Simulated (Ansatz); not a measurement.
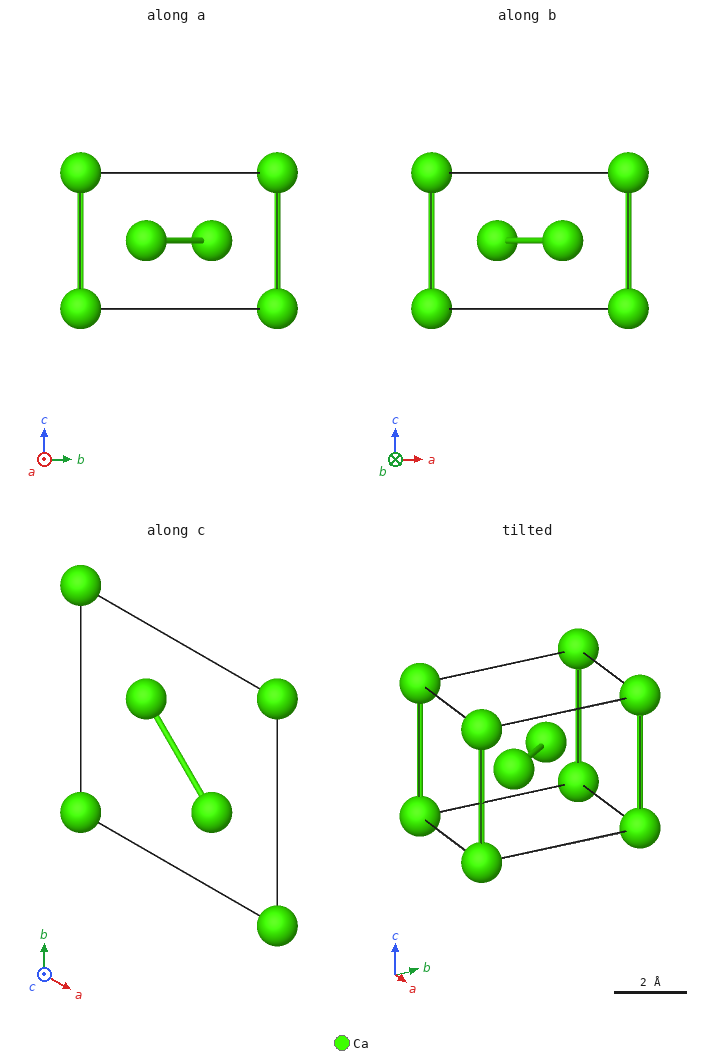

This ball-and-stick model is shown along the a axis, along the b axis, along the c axis and slightly off an axis. The lines enclose the conventional unit cell; boundary atoms appear with their images.

Lattice parameters: a = 6.378 Å, b = 6.378 Å, c = 3.820 Å, α = 90.00°, β = 90.00°, γ = 120.00°. Put a along x and b in the xy plane.

Put the structure into a POSCAR file.

```
Ca
1.0
     6.378    0.000    0.000
    -3.189    5.524    0.000
     0.000    0.000    3.820
Ca
3
Direct
  0.0000 0.0000 0.0000
  0.3333 0.6667 0.5000
  0.6667 0.3333 0.5000
```

Origin of the cell: a structure type filled with this element by a generator (whether the element takes this form wasn't checked). Earlier steps of the study may have refined or changed the cell and positions. Ansatz was used for an electronic-structure calculation on it.
